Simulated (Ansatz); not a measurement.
**Run report: SnTe, band-structure calculation**

System: SnTe (Fm-3m, 2 atoms in the cell).
Method: DFT, LDA, PAW with Ansatz's default frozen-core files, scalar-relativistic, no spin polarisation (Ansatz 0.2.0).

The structure derives from an entry of the Crystallography Open Database. It belongs to a series of runs on one base structure; here: functional lda, PAW files.

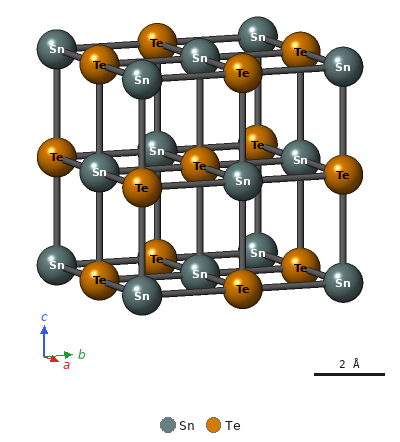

Fig. 1: The structure as given in the input (ball-and-stick view of the cell 4 times as large as that of the calculation, set on its symmetry axes, seen slightly off an axis). An atom can appear more than once, as a periodic image. Near neighbours in the periodic cell (some may lie outside the picture): Sn has 6 Te at 3.16 Å; Te has 6 Sn at 3.16 Å.

Input
```yaml
crystal:
  lattice:
    - [0.0, 3.1565, 3.1565]
    - [3.1565, 0.0, 3.1565]
    - [3.1565, 3.1565, 0.0]
  atoms:
    - { symbol: Sn, position: [0.0, 0.0, 0.0] }
    - { symbol: Te, position: [0.5, 0.5, 0.5] }
kpoints:
  mp_grid: { grid: [11, 11, 11] }
  band_path:
    path:
      - [0.0, 0.0, 0.0]
      - [0.5, 0.0, 0.5]
      - [0.625, 0.25, 0.625]
      - [0.375, 0.375, 0.75]
      - [0.0, 0.0, 0.0]
      - [0.5, 0.5, 0.5]
      - [0.5, 0.25, 0.75]
      - [0.5, 0.0, 0.5]
    npoints: 5
scf:
  occupations: { method: fermi_dirac, width: 0.08 }
hamiltonian:
  xc: lda
  pseudopotentials: { kind: paw }
output:
  forces: true
  stress: true
  eigenvalues: true
  efg: { contact_densities: true }
  write_density: true
  write_potential: true
  elf: true
  volumetric_format: npy
```

Command:
```bash
ansatz run input.yaml --threads 1 --pin off --max-ram 2048MiB --backend cpu --events-out ev --progress --plain --runs-dir out
```

The program's output
```
Sn, Te: output.efg is read without spin–orbit coupling, which moves field gradients at and beside such atoms by some per cent and up to a factor of two; PAW files take it under magnetization.noncollinear and magnetization.spin_orbit
Engine: ansatz 0.2.0, aarch64-unknown-linux-gnu
Pseudopotentials: kind: paw
Pseudopotential: Sn, paw, valence charge 14, recommended cutoff 420 eV (normal), Sn.paw.azcp
Pseudopotential: Te, paw, valence charge 16, recommended cutoff 420 eV (normal), Te.paw.azcp
Functional definition: SPW92
  exchange = slater_x
  correlation = pw_c
Crystal: 2 atoms, lattice volume = 62.900 Å³
Basis set: ecut = 420 eV, 1243 PW (Γ)
Bands: 19, of which v1, the nominal top of the filled ones, is band 15 counted from 1 (14 counted from 0)
Symmetry: 48 space group operations
Space group: Fm-3m (ITA 225), of the structure as read, at distance tolerance 4.0e-5 Å
k-points: 56 of 1331
Non-local potential: Sn, projectors of the file, l = 0: 2, l = 1: 2, l = 2: 2, l = 3: 2
Non-local potential: Te, projectors of the file, l = 0: 2, l = 1: 2, l = 2: 2, l = 3: 2
PAW form: soft (Blöchl's): semilocal exchange-correlation on the pseudo side does not see the compensation charge
PAW frozen core: Sn, regenerated for the run's functional, and the local potential with it (the file was generated under x = pbe(κ = 0.804, μ = 0.2195149727645171), c = pbe(β = 0.06672455060314922))
PAW frozen core: Te, regenerated for the run's functional, and the local potential with it (the file was generated under x = pbe(κ = 0.804, μ = 0.2195149727645171), c = pbe(β = 0.06672455060314922))
PAW one-centre angular grid: Sn, 590 points (default); XC on 64 Gauss nodes
PAW one-centre angular grid: Te, 590 points (default); XC on 64 Gauss nodes
Initial density: superposition of atomic densities (neutral atoms: chi_scale 0, normalization atom), corrected by the library's trained network
Initial wavefunctions: pseudopotential atomic-orbital guess
Functional: x = slater, c = lda
SCF iter   1: F=—  HF=-12707.270655 eV  |F-HF|=—  |Δ(HF+E_count)|=         —  Δρ=5.31e-3  dr2=7.38e-3  ethr=1.77e-3  ⟨swp⟩=6.0  Hψ=5451  notcnv=0
preconditioner: auto → none  [insulator: Δε(μ)=0.424 eV  Ē_g=8.625 eV  σ=0.080 eV  W_gap=0.86  n_scr=14 (ndim 8)  ℏωp=14.8 eV  f_vac=0.009  D(μ)=0.05/eV (n_scr^D=0)  ε∞_Penn≈3.9]
SCF iter   2: F=—  HF=-12707.265444 eV  |F-HF|=—  |Δ(HF+E_count)|=   5.21e-3  Δρ=2.02e-3  dr2=1.12e-3  ethr=2.46e-5  ⟨swp⟩=2.0  Hψ=1949  notcnv=0
SCF iter   3: F=—  HF=-12707.265054 eV  |F-HF|=—  |Δ(HF+E_count)|=   3.90e-4  Δρ=2.28e-4  dr2=2.32e-5  ethr=3.72e-6  ⟨swp⟩=2.3  Hψ=1911  notcnv=0
SCF iter   4: F=—  HF=-12707.265050 eV  |F-HF|=—  |Δ(HF+E_count)|=   4.06e-6  Δρ=5.08e-5  dr2=1.89e-6  ethr=7.73e-8  ⟨swp⟩=2.0  Hψ=1910  notcnv=0
iter 5 did not close the SCF: its close was put off for the readings that it lacked (scf_convergence_deferred on its scf_iter line)
SCF iter   5: F=-12707.265049 eV  HF=-12707.265049 eV  |F-HF|=1.97e-8  |Δ(HF+E_count)|=   7.43e-7  Δρ=1.10e-5  dr2=7.37e-8  ethr=6.30e-9  ⟨swp⟩=2.0  Hψ=1908  notcnv=0
SCF iter   6: F=-12707.265049 eV  HF=-12707.265049 eV  |F-HF|=2.35e-10  |Δ(HF+E_count)|=  6.55e-10  Δρ=1.19e-6  dr2=3.83e-10  ethr=2.46e-10  ⟨swp⟩=7.5  Hψ=7071  notcnv=0
SCF 1 converged in 6 iterations: F = -12707.265049 eV  dr2 = 3.83e-10
  greatest PAW one-centre occupation: 0.999 electrons in one spin orbital (limit 2), on the Te atom at site 1 (counted from 0), in its partial waves of l = 2
```

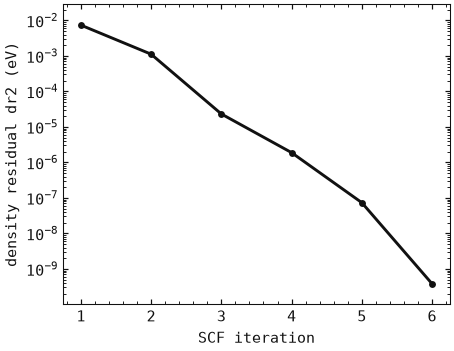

Fig. 2: Convergence of the self-consistent field: density residual dr2 against the SCF iteration. The residual falls at every step.

```
NSCF: frozen V_eff on 36 k-points
SCF converged after 6 iterations
Free energy (F): -12707.265049 eV
Harris-Foulkes:  -12707.265049 eV  (|F-HF|=2.35e-10)
Internal energy: -12707.263426 eV  (E = F + TS)
E sigma→0 (E₀):  -12707.264237 eV
Entropy (-TS):   -0.001623 eV (-0.811 meV/atom)
Fermi energy:    9.236035 eV
--- Per-component energies (eV) ---
  E_band       = -363.371425
  E_kinetic    = 368.273935
  E_local      = -2173.836785  (includes V_loc(G=0)·N_el)
  E_nonlocal   = -333.186677
  E_hartree    = 1356.093711
  E_xc         = -503.677113
  E_vxc        = -204.200191  (∫ρ·V_xc dr)
  E_paw        = -8501.779851  (= ΣΔE_a)
  E_vpaw       = -732.609847  (= ΣTr[D̂ρ^β])
  E_aug_tail   = -0.000184  (compensation charges beyond the density's cutoff)
  E_ewald      = -2920.254022
  E_core_change = 1.103559  (= ΣΔE_core)
  E_smearing   = -0.001623  (= −TS)
  E_closure    = -0.000000  (closes the sum)
  Σ components = -12707.265049   (vs F -12707.265049, Δ=0.00e0)
--- Forces (eV/Å), atoms counted from 1 ---
  atom   1  Sn    -0.00000000     0.00000000    -0.00000000
  atom   2  Te     0.00000000    -0.00000000    -0.00000000
  max |Σ_I F_I| component: 2.98e-29 eV/Å
--- Stress (GPa, compression-positive) ---
       -1.722608       0.000000      -0.000000
        0.000000      -1.722608      -0.000000
       -0.000000      -0.000000      -1.722608
  P = ⅓ Tr σ = -1.7226 GPa (-17.226 kbar)
--- PAW observables at the nuclei: V_zz in 10²¹ V/m², potentials from the cell's mean, atoms counted from 1 ---
  atom   1  Sn V_zz =    +0.000000   η = 0.0000   by run symmetry: forbidden
            electrostatic potential = -8171.990195 V   contact ρ = 1231550.771446 e/Å³
  atom   2  Te V_zz =    -0.000000   η = 0.0000   by run symmetry: forbidden
            electrostatic potential = -8648.299117 V   contact ρ = 1462968.588914 e/Å³
--- Band table (eV; the first three rows and the last of 56) ---
  k-point 0: bands = ["-27.6671", "-27.6671", "-27.6617", "-27.6617", "-27.6617", "-12.5082", "-12.5082", "-12.5002", "-12.5002", "-12.5002", "-3.5392", "4.3953", "7.1645", "7.1645", "7.1645", "12.5421", "12.5421", "12.5421", "14.1070"]
  k-point 1: bands = ["-27.6671", "-27.6671", "-27.6617", "-27.6617", "-27.6617", "-12.5086", "-12.5086", "-12.5001", "-12.4998", "-12.4998", "-3.4702", "4.0201", "7.1770", "7.1770", "7.4295", "12.1629", "12.1629", "12.1684", "14.0217"]
  k-point 2: bands = ["-27.6671", "-27.6671", "-27.6616", "-27.6615", "-27.6615", "-12.5097", "-12.5097", "-12.4998", "-12.4985", "-12.4985", "-3.2694", "3.2033", "7.2192", "7.2192", "7.9249", "11.4021", "11.4021", "11.4185", "14.0858"]
  k-point 55: bands = ["-27.6673", "-27.6667", "-27.6614", "-27.6612", "-27.6605", "-12.5207", "-12.5090", "-12.4979", "-12.4959", "-12.4898", "-1.9219", "1.7839", "4.4027", "4.7863", "8.2778", "10.2115", "13.5846", "14.1529", "14.8141"]
```

File rho_z.tsv
```
# z_ang	rho[e/angstrom^3]
# format = ansatz-planar-average/11
# lattice	0.000000000	3.156500000	3.156500000
# lattice	3.156500000	0.000000000	3.156500000
# lattice	3.156500000	3.156500000	0.000000000
# sites	2
# site	50	0.000000000	0.000000000	0.000000000
# site	52	3.156500000	3.156500000	3.156500000
0.000000	7.756452e-1
0.148799	7.346271e-1
0.297598	6.285232e-1
0.446397	4.964213e-1
0.595195	3.763539e-1
0.743994	2.891651e-1
0.892793	2.380601e-1
1.041592	2.167046e-1
1.190391	2.173575e-1
1.339190	2.423848e-1
1.487988	3.065931e-1
1.636787	4.202854e-1
1.785586	5.725944e-1
1.934385	7.303175e-1
2.083184	8.498287e-1
2.231983	8.944555e-1
2.380781	8.498287e-1
2.529580	7.303175e-1
2.678379	5.725944e-1
2.827178	4.202854e-1
2.975977	3.065931e-1
3.124776	2.423848e-1
3.273574	2.173575e-1
3.422373	2.167046e-1
3.571172	2.380601e-1
3.719971	2.891651e-1
3.868770	3.763539e-1
4.017569	4.964213e-1
4.166367	6.285232e-1
4.315166	7.346271e-1
```

File v_z.tsv
```
# z_ang	v_es[eV]	v_tot[eV]
# format = ansatz-planar-average/11
# xc	lda
# density_cutoff_ev	1680
# datasets	Sn=:simpson_from_first_knot:soft:shift=-1220914	Te=:simpson_from_first_knot:soft:shift=-2850044
# lattice	0.000000000	3.156500000	3.156500000
# lattice	3.156500000	0.000000000	3.156500000
# lattice	3.156500000	3.156500000	0.000000000
# sites	2
# site	50	0.000000000	0.000000000	0.000000000
# site	52	3.156500000	3.156500000	3.156500000
0.000000	9.068237e0	-1.750996e0
0.148799	8.899491e0	-1.840085e0
0.297598	8.453794e0	-2.065372e0
0.446397	7.892269e0	-2.315189e0
0.595195	7.407626e0	-2.463231e0
0.743994	7.150801e0	-2.423651e0
0.892793	7.108882e0	-2.257472e0
1.041592	7.087103e0	-2.180751e0
1.190391	7.007956e0	-2.262544e0
1.339190	6.966289e0	-2.386634e0
1.487988	7.131366e0	-2.364560e0
1.636787	7.645443e0	-2.027178e0
1.785586	8.462001e0	-1.382124e0
1.934385	9.371267e0	-6.042705e-1
2.083184	1.008940e1	3.815384e-2
2.231983	1.036274e1	2.880042e-1
2.380781	1.008940e1	3.815384e-2
2.529580	9.371267e0	-6.042705e-1
2.678379	8.462001e0	-1.382124e0
2.827178	7.645443e0	-2.027178e0
2.975977	7.131366e0	-2.364560e0
3.124776	6.966289e0	-2.386634e0
3.273574	7.007956e0	-2.262544e0
3.422373	7.087103e0	-2.180751e0
3.571172	7.108882e0	-2.257472e0
3.719971	7.150801e0	-2.423651e0
3.868770	7.407626e0	-2.463231e0
4.017569	7.892269e0	-2.315189e0
4.166367	8.453794e0	-2.065372e0
4.315166	8.899491e0	-1.840085e0
```

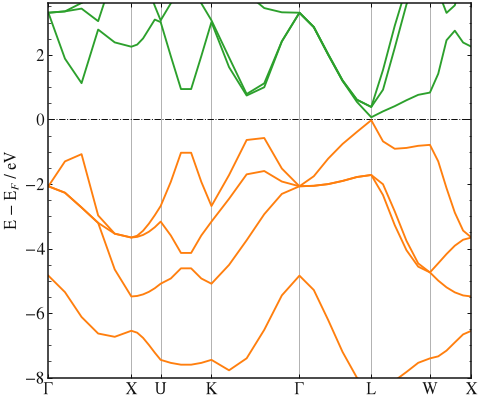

Fig. 3: Band structure along Γ–X–U–K–Γ–L–W–X, with energies from the Fermi level. There is a gap of 0.09 eV on this path, direct, at L.

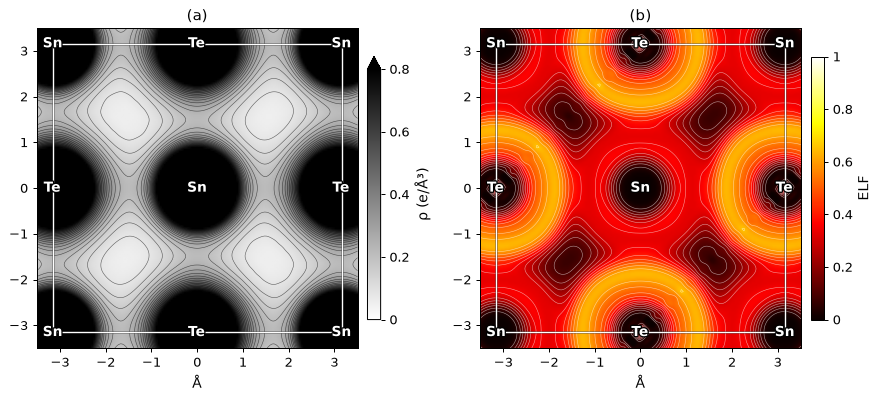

Fig. 4: (a) valence electron density; (b) ELF on the (010) plane of the conventional cell. Sn–Te (3.16 Å): ρ at the midpoint is about 0.22 e/Å³; the ELF peaks at about 0.65 in the valence shell of Te, 1.3 Å from its nucleus, and drops to about 0.35 between the two atoms. Away from the nuclei the density in this plane falls to 0.05 e/Å³ at its lowest. Core electrons are frozen (PAW), so the fields are smoothed inside the atomic spheres.

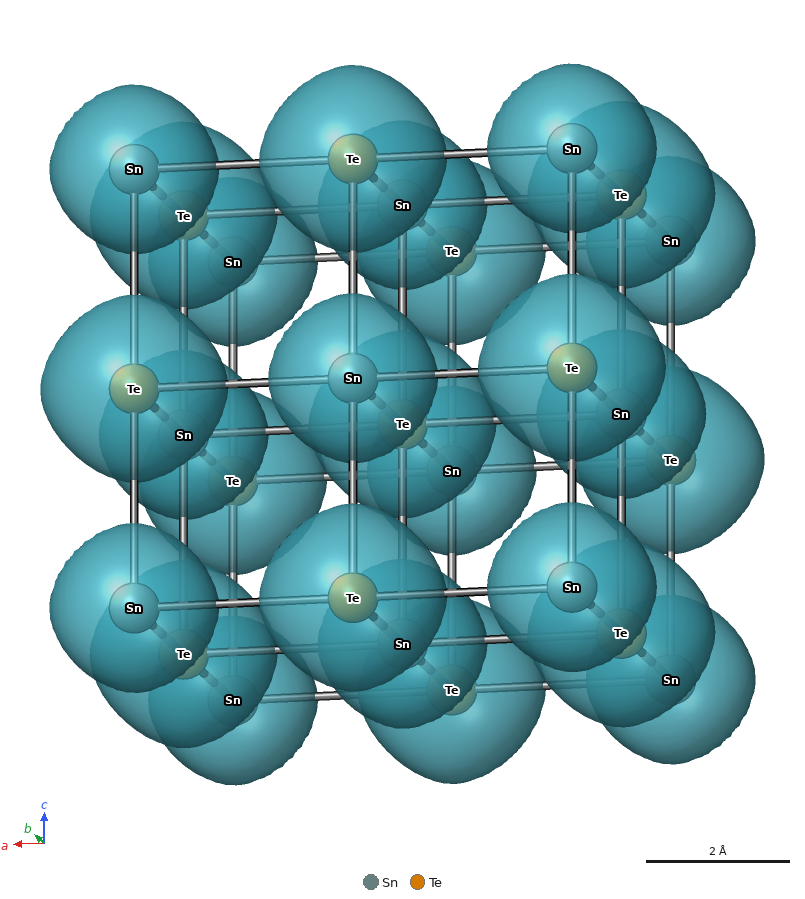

Fig. 5: Isosurface of the valence charge density (pseudo) at 0.3 e/Å³ (cyan), seen at an oblique angle. Sticks mark near contacts. The outline is the cell set on symmetry axes. At this value the density breaks into separate islands; it holds about 80 % of the electrons treated as valence (semicore included). It is pinched off along the Sn–Te (3.16 Å) contacts. On the grid the lowest density along these lines, outside the cores, is 0.21 e/Å³ (Sn–Te, 3.16 Å).

Key numbers

```csv
quantity,value
outcome,converged
space group (tolerance 0.01 Å),Fm-3m (225)
electrons treated,30
free energy,−12707.2650 eV
Fermi energy,9.236 eV
pressure,−1.72 GPa
field gradient V_zz (10²¹ V/m²),zero at all sites
electronic character,gap of 0.09 eV
largest force (length of the vector),under 0.001 eV/Å
hardware,"1 thread of Arm Neoverse V1, 24 GiB of memory available, shared host"
wall time,8.1 s
peak memory,0.41 GiB
```

Warnings of the run: the field gradients leave out spin–orbit coupling. Spin-orbit coupling is left out, which matters for Te.
